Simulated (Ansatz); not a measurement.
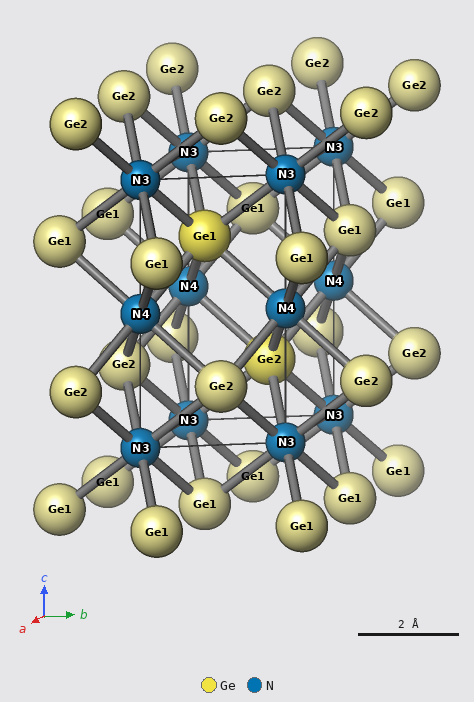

*The structure as given in the input (ball-and-stick view of the cell of the calculation, seen slightly off an axis; neighbours outside the cell are drawn fainter; atoms are numbered from 1 in the order of the input).*

Near neighbours in the crystal (not all of them lie inside the picture): Ge has 6 N at 2.21 Å; N has 6 Ge at 2.21 Å.

Geometry relaxation, with input and output: GeN

The run: geometry relaxation of GeN (P6₃/mmc, 4 atoms in the cell). Method and program: DFT PBEsol, scalar-relativistic, plane waves, PAW, no spin polarisation (Ansatz 0.2.0).

The structure was made by swapping elements on the sites of another compound; it need not be a known phase. It belongs to a series of runs on one base structure; here: Zr -> Ge on all its sites, cell and atoms relaxed. Figures and captions count atoms from 1; the log counts them from 0 in places.

## The program's output
```
Engine: ansatz 0.2.0, x86_64-unknown-linux-gnu
Pseudopotentials: kind: paw
Pseudopotential: Ge, paw, valence charge 14, recommended cutoff 420 eV (normal), Ge.paw.azcp
Pseudopotential: N, paw, valence charge 5, recommended cutoff 420 eV (normal), N.paw.azcp
Functional definition: PBEsol
  exchange = pbesol_x
  correlation = pbesol_c
Crystal: 4 atoms, lattice volume = 42.622 Å³
Basis set: ecut = 420 eV, 823 PW (Γ), exchange–correlation on 40×40×80 points (8 copies of the dense FFT grid, shifted against one another)
Bands: 23, of which v1, the nominal top of the filled ones, is band 19 counted from 1 (18 counted from 0)
Symmetry: 24 space group operations
Space group: P63/mmc (ITA 194), of the structure as read, at distance tolerance 3.5e-5 Å
k-points: 185 of 2592
Non-local potential: Ge, projectors of the file, l = 0: 2, l = 1: 2, l = 2: 3, l = 3: 1
Non-local potential: N, projectors of the file, l = 0: 2, l = 1: 2, l = 2: 1
PAW form: soft (Blöchl's): semilocal exchange-correlation on the pseudo side does not see the compensation charge
PAW frozen core: Ge, regenerated for the run's functional, and the local potential with it (the file was generated under x = pbe(κ = 0.804, μ = 0.2195149727645171), c = pbe(β = 0.06672455060314922))
PAW frozen core: N, regenerated for the run's functional, and the local potential with it (the file was generated under x = pbe(κ = 0.804, μ = 0.2195149727645171), c = pbe(β = 0.06672455060314922))
PAW one-centre angular grid: Ge, 590 points (default); XC on 64 Gauss nodes
PAW one-centre angular grid: N, 110 points (default); XC on 64 Gauss nodes
Initial density: superposition of atomic densities (neutral atoms: chi_scale 0, normalization atom), corrected by the library's trained network
Initial wavefunctions: pseudopotential atomic-orbital guess
Functional: x = pbesol(κ = 0.804, μ = 0.12345679012345678), c = pbesol(β = 0.046)
SCF iter   1: F=—  HF=-9261.455392 eV  |F-HF|=—  |Δ(HF+E_count)|=         —  Δρ=1.64e-2  dr2=1.16e-1  ethr=1.77e-3  ⟨swp⟩=5.1  Hψ=16810  notcnv=0
preconditioner: auto → Kerker (q_TF=auto, 2.677 Å⁻¹)  [metal: Δε(μ)=0.005 eV  Ē_g=20.245 eV  σ=0.100 eV  W_gap=0.03  n_scr=10 (ndim 8)  ℏωp=35.1 eV  f_vac=0.000  D(μ)=1.08/eV (n_scr^D=2)]
SCF iter   2: F=—  HF=-9261.425809 eV  |F-HF|=—  |Δ(HF+E_count)|=   2.96e-2  Δρ=3.03e-3  dr2=4.50e-3  ethr=3.06e-4  ⟨swp⟩=2.0  Hψ=6713  notcnv=0  defer=16
SCF iter   3: F=—  HF=-9261.424919 eV  |F-HF|=—  |Δ(HF+E_count)|=   8.90e-4  Δρ=1.03e-3  dr2=3.81e-4  ethr=1.19e-5  ⟨swp⟩=2.6  Hψ=6871  notcnv=0  defer=16
SCF iter   4: F=—  HF=-9261.424920 eV  |F-HF|=—  |Δ(HF+E_count)|=   9.87e-7  Δρ=3.43e-4  dr2=4.43e-5  ethr=1.00e-6  ⟨swp⟩=2.4  Hψ=7654  notcnv=0  defer=16
SCF iter   5: F=—  HF=-9261.424928 eV  |F-HF|=—  |Δ(HF+E_count)|=   7.44e-6  Δρ=1.10e-4  dr2=5.94e-6  ethr=1.17e-7  ⟨swp⟩=2.3  Hψ=7328  notcnv=0  defer=16
SCF iter   6: F=-9261.424927 eV  HF=-9261.424927 eV  |F-HF|=1.63e-9  |Δ(HF+E_count)|=   4.53e-7  Δρ=1.64e-5  dr2=4.83e-8  ethr=2.63e-10  ⟨swp⟩=3.6  Hψ=17952  notcnv=0
the search or the solves at the SCF's close seem to have found levels that the self-consistency loop had missed (the run counts 1). By its estimate they hold under 1e-12 electrons; where the run keeps them, the occupations were computed again with them
SCF 1 converged in 6 iterations: F = -9261.424927 eV  dr2 = 4.83e-8
  greatest PAW one-centre occupation: 0.999 electrons in one spin orbital (limit 2), on the Ge atom at site 1 (counted from 0), in its partial waves of l = 2
relax step   1: F+E_penalty+E_count = -9261.42492712 eV  Δ(F+E_penalty+E_count) = +0.000e0 eV  max|allowed force component| = 1.388e-16 eV/Å  Δτ_max = 0.0000 Å  P = -0.015 GPa  Ω = 42.622 Å³  (6 SCF iters, dr2 threshold 1.00e-7 eV, accepted)
Crystal: 4 atoms, lattice volume = 42.634 Å³
Initial density: handed on by an earlier stage of this run
Initial wavefunctions: those handed on with the density
iter 1 solved again at ethr=3.85e-8 eV; its pass at ethr=3.10e-3 eV (dr2=1.46e-5 eV) is discarded
SCF iter   1: F=—  HF=-9261.424742 eV  |F-HF|=—  |Δ(HF+E_count)|=         —  Δρ=3.53e-4  dr2=1.86e-5  ethr=3.85e-8  ⟨swp⟩=2.3  Hψ=20724  notcnv=0
preconditioner: auto → Kerker (q_TF=auto, 2.676 Å⁻¹)  [metal: Δε(μ)=0.027 eV  Ē_g=20.231 eV  σ=0.100 eV  W_gap=0.15  n_scr=10 (ndim 8)  ℏωp=35.1 eV  f_vac=0.000  D(μ)=1.00/eV (n_scr^D=2)]
SCF iter   2: F=—  HF=-9261.424778 eV  |F-HF|=—  |Δ(HF+E_count)|=   3.56e-5  Δρ=1.86e-4  dr2=5.69e-6  ethr=3.85e-8  ⟨swp⟩=1.2  Hψ=4292  notcnv=0
SCF iter   3: F=—  HF=-9261.424776 eV  |F-HF|=—  |Δ(HF+E_count)|=   1.94e-6  Δρ=3.16e-5  dr2=5.30e-7  ethr=1.50e-8  ⟨swp⟩=2.1  Hψ=5134  notcnv=0
SCF iter   4: F=-9261.424776 eV  HF=-9261.424776 eV  |F-HF|=2.53e-8  |Δ(HF+E_count)|=   1.75e-7  Δρ=1.48e-5  dr2=7.61e-8  ethr=5.37e-10  ⟨swp⟩=4.0  Hψ=13591  notcnv=0
SCF 2 converged in 4 iterations: F = -9261.424776 eV  dr2 = 7.61e-8
relax step   2: F+E_penalty+E_count = -9261.42477572 eV  Δ(F+E_penalty+E_count) = +1.514e-4 eV  max|allowed force component| = 1.816e-16 eV/Å  Δτ_max = 0.0000 Å  P = +0.059 GPa  Ω = 42.634 Å³  energy of the carried Pulay correction = -5.047e-5 eV  (4 SCF iters, dr2 threshold 2.04e-7 eV, rejected (line search))
Crystal: 4 atoms, lattice volume = 42.627 Å³
iter 1 solved again at ethr=1.69e-8 eV; its pass at ethr=3.10e-3 eV (dr2=6.41e-6 eV) is discarded
SCF iter   1: F=—  HF=-9261.424901 eV  |F-HF|=—  |Δ(HF+E_count)|=         —  Δρ=2.47e-4  dr2=8.02e-6  ethr=1.69e-8  ⟨swp⟩=2.3  Hψ=20713  notcnv=0
preconditioner: auto → Kerker (q_TF=auto, 2.677 Å⁻¹)  [metal: Δε(μ)=0.027 eV  Ē_g=20.232 eV  σ=0.100 eV  W_gap=0.15  n_scr=10 (ndim 8)  ℏωp=35.1 eV  f_vac=0.000  D(μ)=1.00/eV (n_scr^D=2)]
SCF iter   2: F=—  HF=-9261.424941 eV  |F-HF|=—  |Δ(HF+E_count)|=   3.99e-5  Δρ=1.28e-4  dr2=2.27e-6  ethr=1.69e-8  ⟨swp⟩=1.3  Hψ=4316  notcnv=0
SCF iter   3: F=—  HF=-9261.424939 eV  |F-HF|=—  |Δ(HF+E_count)|=   2.03e-6  Δρ=2.11e-5  dr2=2.12e-7  ethr=5.98e-9  ⟨swp⟩=2.1  Hψ=5203  notcnv=0
SCF iter   4: F=—  HF=-9261.424939 eV  |F-HF|=—  |Δ(HF+E_count)|=   6.31e-8  Δρ=8.55e-6  dr2=2.71e-8  ethr=5.59e-10  ⟨swp⟩=2.0  Hψ=5564  notcnv=0
SCF iter   5: F=—  HF=-9261.424939 eV  |F-HF|=—  |Δ(HF+E_count)|=   6.99e-9  Δρ=1.38e-6  dr2=4.72e-10  ethr=7.13e-11  ⟨swp⟩=2.1  Hψ=5604  notcnv=0
SCF iter   6: F=-9261.424939 eV  HF=-9261.424939 eV  |F-HF|=1.64e-11  |Δ(HF+E_count)|=  1.82e-12  Δρ=2.68e-7  dr2=2.43e-11  ethr=1.00e-12  ⟨swp⟩=4.1  Hψ=13732  notcnv=0
SCF 3 converged in 6 iterations: F = -9261.424939 eV  dr2 = 2.43e-11
relax step   3: F+E_penalty+E_count = -9261.42493873 eV  Δ(F+E_penalty+E_count) = -1.161e-5 eV  max|allowed force component| = 2.128e-16 eV/Å  Δτ_max = 0.0000 Å  P = +0.005 GPa  Ω = 42.627 Å³  energy of the carried Pulay correction = -1.942e-5 eV  (6 SCF iters, accepted)
Initial wavefunctions: pseudopotential atomic-orbital guess (no wavefunctions were taken with the density)
iter 1 solved again at ethr=4.20e-8 eV; its pass at ethr=3.10e-3 eV (dr2=1.59e-5 eV) is discarded
SCF iter   1: F=—  HF=-9261.424913 eV  |F-HF|=—  |Δ(HF+E_count)|=         —  Δρ=3.02e-6  dr2=3.83e-10  ethr=4.20e-8  ⟨swp⟩=2.9  Hψ=26957  notcnv=0
eigensolver tolerance schedule: the retry pair's looser diagonalisation over-reported the residual by 41584.42 of it (diagonalisation noise at 1.29 of the residual, at the tolerance the schedule requests for it); recorded, not acted on — ethr = c·dr2/N_el stays at c = 1.0e-1
SCF iter   2: F=—  HF=-9261.424953 eV  |F-HF|=—  |Δ(HF+E_count)|=   3.98e-5  Δρ=1.78e-6  dr2=1.48e-10  ethr=1.00e-12  ⟨swp⟩=2.9  Hψ=19798  notcnv=0
SCF iter   3: F=-9261.424953 eV  HF=-9261.424953 eV  |F-HF|=1.13e-10  |Δ(HF+E_count)|=  3.02e-10  Δρ=8.67e-7  dr2=3.12e-11  ethr=1.00e-12  ⟨swp⟩=2.3  Hψ=12835  notcnv=0
SCF 4 converged in 3 iterations: F = -9261.424953 eV  dr2 = 3.12e-11
relax step   4: F+E_penalty+E_count = -9261.42495298 eV  Δ(F+E_penalty+E_count) = -1.425e-5 eV  max|allowed force component| = 1.018e-16 eV/Å  Δτ_max = 0.0000 Å  P = +0.006 GPa  Ω = 42.627 Å³  stress off target by 6.93e-3 GPa  SCF on the basis re-selected at this cell (its energy is not comparable with the rows above)  (3 SCF iters)
```

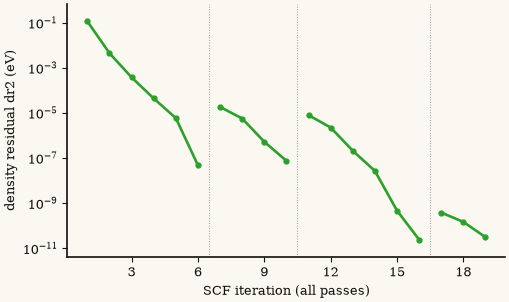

*Convergence of the self-consistent field: density residual dr2 against the SCF iteration. The dotted lines part the SCF passes of the relaxation: geometry steps, rejected trials and re-solves on a re-selected basis.*

The passes take 6, 4, 6 and 3 iterations.

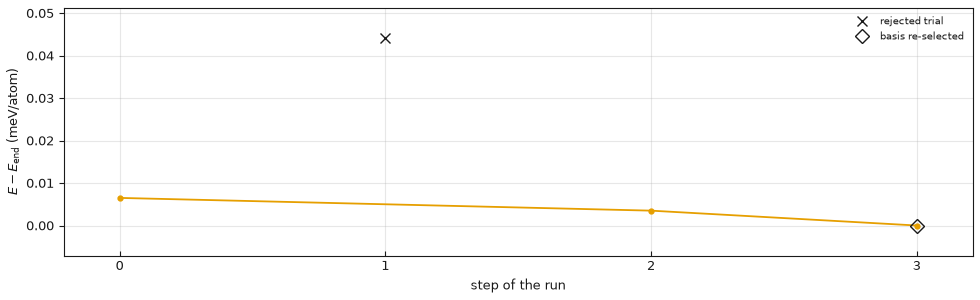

*Progress of the relaxation, step by step (the first geometry is step 0 here and step 1 in the log).*

The atoms keep their places relative to the cell (all moves are under 0.005 Å). The space group stays P6_3/mmc (No. 194). The energy falls by next to nothing (0.0 meV per atom) in 2 geometry steps. All forces vanish by symmetry, so only the cell relaxes. Pressure: −0.01 GPa at the start and 0.01 GPa at the end. The line search rejected the trial step at point 1 (counted from 0) and went back. A last SCF at the same geometry on a re-selected plane-wave basis shifts the energy by next to nothing (0.0 meV per atom). (Atoms are counted from 1 in the order of the input.)

```
basis re-selected at this cell: Δ(F+E_penalty+E_count) = -1.425e-5 eV, ΔP = +0.001 GPa vs the last step (what re-selecting the basis moved, of the pressure what is left beyond the Pulay correction that the steps carried, after the strain that the cell walked since its last selection, with what the two solves' SCF thresholds leave and, on support functions, any second-order correction that the steps lacked; it is no measure of the basis error at this ecutwfc). This SCF's stress stands 6.93e-3 GPa from its target on what of the cell is left free (relax.cell.stress_tol is 1.00e-1 GPa) and its largest allowed force component is 1.02e-16 eV/Å (relax.f_tol is 1.00e-2 eV/Å): within both
SCF converged after 3 iterations
Free energy (F): -9261.424953 eV
Harris-Foulkes:  -9261.424953 eV  (|F-HF|=1.13e-10)
Internal energy: -9261.419945 eV  (E = F + TS)
E sigma→0 (E₀):  -9261.422449 eV
Entropy (-TS):   -0.005008 eV (-1.252 meV/atom)
Fermi energy:    14.003911 eV
--- Per-component energies (eV) ---
  E_band       = -116.761737
  E_kinetic    = 479.727955
  E_local      = -4198.573154  (includes V_loc(G=0)·N_el)
  E_nonlocal   = 930.739876
  E_hartree    = 1805.605337
  E_xc         = -269.654128
  E_vxc        = -282.378510  (∫ρ·V_xc dr)
  E_paw        = -4199.022861  (= ΣΔE_a)
  E_vpaw       = -657.489477  (= ΣTr[D̂ρ^β])
  E_aug_tail   = 0.000927  (compensation charges beyond the density's cutoff)
  E_ewald      = -3812.135967
  E_core_change = 1.892070  (= ΣΔE_core)
  E_smearing   = -0.005008  (= −TS)
  E_closure    = 0.000000  (closes the sum)
  Σ components = -9261.424953   (vs F -9261.424953, Δ=0.00e0)
--- Forces (eV/Å), atoms counted from 1 ---
  atom   1  Ge    -0.00000000     0.00000000    -0.00000000
  atom   2  Ge     0.00000000     0.00000000     0.00000000
  atom   3  N     -0.00000000    -0.00000000     0.00000000
  atom   4  N      0.00000000     0.00000000     0.00000000
  max |Σ_I F_I| component: 3.70e-17 eV/Å
--- Stress (GPa, compression-positive) ---
        0.006933      -0.000000       0.000000
       -0.000000       0.006933       0.000000
        0.000000       0.000000       0.004320
  P = ⅓ Tr σ = 0.0061 GPa (0.061 kbar)
--- Band table (eV; the first three rows and the last of 185) ---
  k-point 0: bands = ["-11.4828", "-11.4828", "-11.4723", "-11.4723", "-11.4670", "-11.4561", "-11.4108", "-11.4108", "-11.3931", "-11.3931", "-4.9554", "-2.1461", "1.5732", "10.4065", "10.5700", "11.3876", "11.3876", "12.3772", "12.3772", "16.9355", "17.1908", "19.5410", "19.5410"]
  k-point 1: bands = ["-11.4827", "-11.4827", "-11.4729", "-11.4729", "-11.4665", "-11.4564", "-11.4098", "-11.4098", "-11.3935", "-11.3935", "-4.8919", "-2.3735", "1.9155", "9.2463", "11.4193", "11.4193", "11.5818", "12.3318", "12.3318", "16.2506", "17.9109", "19.6402", "19.6402"]
  k-point 2: bands = ["-11.4823", "-11.4823", "-11.4748", "-11.4748", "-11.4650", "-11.4574", "-11.4072", "-11.4072", "-11.3947", "-11.3947", "-4.7026", "-2.8834", "2.7672", "7.9074", "11.5116", "11.5116", "12.2062", "12.2062", "12.5131", "15.4934", "18.7636", "19.9281", "19.9281"]
  k-point 184: bands = ["-11.4850", "-11.4850", "-11.4603", "-11.4603", "-11.4427", "-11.4427", "-11.4292", "-11.4292", "-11.3820", "-11.3820", "-0.8083", "-0.8083", "4.9730", "4.9730", "6.3499", "6.3499", "9.1072", "9.1072", "14.6157", "14.6157", "14.9726", "14.9726", "21.2758"]
--- Relaxed structure (3 steps of the walk, 2 accepted, 1 SCFs on fresh bases) ---
  F+E_penalty+E_count = -9261.42495298 eV   max|allowed force component| = 1.018e-16 eV/Å   (the final SCF, on the basis selected at the relaxed cell)
  cell:  # Å, volume = 42.6270 Å³
    - [2.987428134982832, -2.8876870234338045e-11, -2.652683711839506e-46]
    - [-1.4937140674664076, 2.587188656889938, 2.3766402469194284e-35]
    - [0.0, 5.070741166209872e-35, 5.515173136482759]
  atoms:
    - { symbol: Ge, position: [0.666666666666667, 0.33333333333333337, 0.7500000000000001] }
    - { symbol: Ge, position: [0.3333333333333333, 0.6666666666666667, 0.25] }
    - { symbol: N, position: [-7.730403024921397e-36, 7.453804907748067e-37, -1.0651142191643978e-39] }
    - { symbol: N, position: [-7.742523032902742e-36, 7.211404748117097e-37, 0.5] }
```

## Trajectory as extended XYZ (Å, eV, eV/Å), 4 frames, from step=1 to step=4
```
4
Lattice="2.9865 0.0000 0.0000 -1.4932 2.5863 0.0000 0.0000 0.0000 5.5182" Properties=species:S:1:pos:R:3:forces:R:3 step=1 energy=-9261.42493 pressure_GPa=-0.01
Ge    1.4932    0.8621    4.1386    0.0000   0.0000   0.0000
Ge    0.0000    1.7242    1.3795    0.0000   0.0000   0.0000
N     0.0000    0.0000    0.0000    0.0000   0.0000   0.0000
N     0.0000    0.0000    2.7591    0.0000   0.0000   0.0000
4
Lattice="2.9894 0.0000 0.0000 -1.4947 2.5889 0.0000 0.0000 0.0000 5.5089" Properties=species:S:1:pos:R:3:forces:R:3 step=2 energy=-9261.42478 pressure_GPa=0.06 accepted=F
Ge    1.4947    0.8630    4.1317    0.0000   0.0000   0.0000
Ge    0.0000    1.7259    1.3772    0.0000   0.0000   0.0000
N     0.0000    0.0000    0.0000    0.0000   0.0000   0.0000
N     0.0000    0.0000    2.7545    0.0000   0.0000   0.0000
4
Lattice="2.9874 0.0000 0.0000 -1.4937 2.5872 0.0000 0.0000 0.0000 5.5152" Properties=species:S:1:pos:R:3:forces:R:3 step=3 energy=-9261.42494 pressure_GPa=0.01
Ge    1.4937    0.8624    4.1364    0.0000   0.0000   0.0000
Ge    0.0000    1.7248    1.3788    0.0000   0.0000   0.0000
N     0.0000    0.0000    0.0000    0.0000   0.0000   0.0000
N     0.0000    0.0000    2.7576    0.0000   0.0000   0.0000
4
Lattice="2.9874 0.0000 0.0000 -1.4937 2.5872 0.0000 0.0000 0.0000 5.5152" Properties=species:S:1:pos:R:3:forces:R:3 step=4 energy=-9261.42495 pressure_GPa=0.01
Ge    1.4937    0.8624    4.1364    0.0000   0.0000   0.0000
Ge    0.0000    1.7248    1.3788    0.0000   0.0000   0.0000
N     0.0000    0.0000    0.0000    0.0000   0.0000   0.0000
N     0.0000    0.0000    2.7576    0.0000   0.0000   0.0000
```

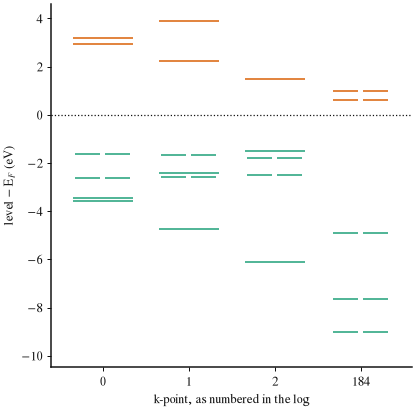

*Kohn–Sham levels near the Fermi level (dotted) at the few k-points that the log prints; levels within 0.02 eV of each other stand side by side.*

The system is metallic on the full mesh.

The run was set up as follows.

## Input
```yaml
crystal:
  lattice:
    - [2.9864533903, 0.0, 0.0]
    - [-1.4932266951, 2.5863445032, 0.0]
    - [0.0, 0.0, 5.5181610088]
  atoms:
    - { symbol: Ge, position: [0.6666666667, 0.3333333333, 0.75] }
    - { symbol: Ge, position: [0.3333333333, 0.6666666667, 0.25] }
    - { symbol: "N", position: [0.0, 0.0, 0.0] }
    - { symbol: "N", position: [0.0, 0.0, 0.5] }
basis:
  ecutwfc: 420
kpoints:
  mp_grid: { grid: [18, 18, 8] }
hamiltonian:
  xc: pbesol
scf:
  occupations: { method: gaussian, width: 0.1 }
output:
  forces: true
  stress: true
  eigenvalues: true
relax:
  adjacent_minimum: "off"
  f_tol: 0.01
  max_steps: 60
  cell: { stress_tol: 0.1 }
```

Command:
```bash
ansatz run input.yaml --threads 1 --pin off --max-ram 2560MiB --backend cpu --events-out ev --progress --plain --runs-dir out
```

## Key numbers

- outcome: converged
- space group (tolerance 0.01 Å): P6₃/mmc (194)
- electrons treated: 38
- free energy: −9261.4250 eV
- Fermi energy: 14.004 eV
- gap on the k-point mesh: none (metallic)
- pressure: 0.01 GPa
- final volume: 42.63 Å³
- largest force (length of the vector) at the end: under 0.001 eV/Å
- final cell: a = 2.987 Å, b = 2.987 Å, c = 5.515 Å, α = 90.00°, β = 90.00°, γ = 120.00°
- hardware: 1 thread of AMD EPYC (Zen 3), 32 GiB of memory available, shared host
- wall time: 53 s
- peak memory: 0.47 GiB
